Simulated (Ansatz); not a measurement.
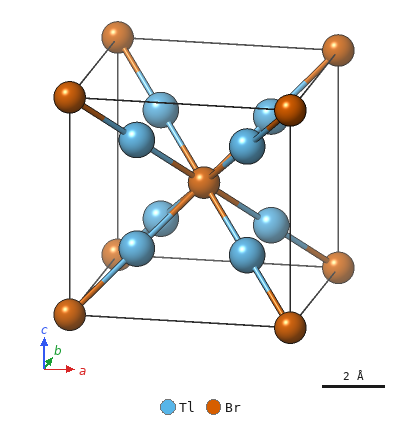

The image is a ball-and-stick drawing of a crystal, viewed slightly off an axis. The conventional unit cell is outlined; an atom on or near a face, edge or corner is repeated at each equivalent position. Cell: a = 7.39 Å, b = 7.39 Å, c = 7.39 Å, α = 90.00°, β = 90.00°, γ = 90.00°.

The model was built from a random cell made by a generator, so it need not be a real form of the compound. Earlier steps of the study may have refined or changed the cell and positions. A calculation with Ansatz used it as input.

> What structure is drawn here?

The structure is one of Tl4Br. Its lattice is body-centred cubic, its space group Im-3m (No. 229). Cell content: 8 Tl, 2 Br, that is 2 formula units. Tl is linked to two Br in a linear arrangement at about 3.2 Å. Br is coordinated by eight Tl in a cubic arrangement at about 3.2 Å. The bonds build a three-dimensional framework.

Level of theory: DFT PBE, scalar-relativistic, plane waves, PAW (Ansatz). Settings were a plane-wave cutoff of 420 eV, k-points about 0.15 Å⁻¹ apart, Gaussian smearing of 0.1 eV, no spin polarisation.

> What is the band gap, if any?

A metal: bands cross the Fermi level.

> State the Bader charges by element.

Tl +0.16 e; Br -0.62 e.

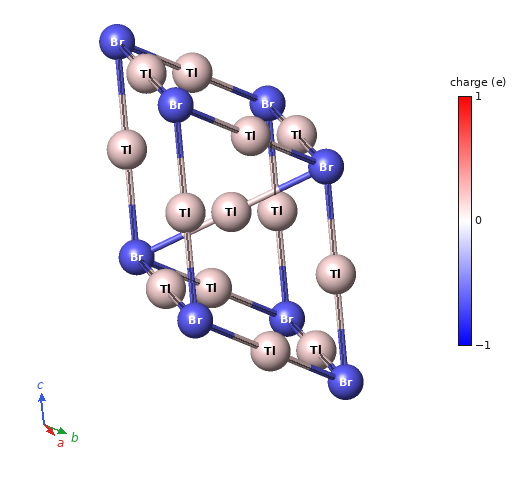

The atoms coloured by those charges. The run's cell of 5 atoms is drawn, so axes and origin can differ from the first picture.

> Is the structure relaxed at this level of theory?

Yes. All forces vanish to within 0.01 eV/Å. The pressure is 0.0 GPa, close to zero.
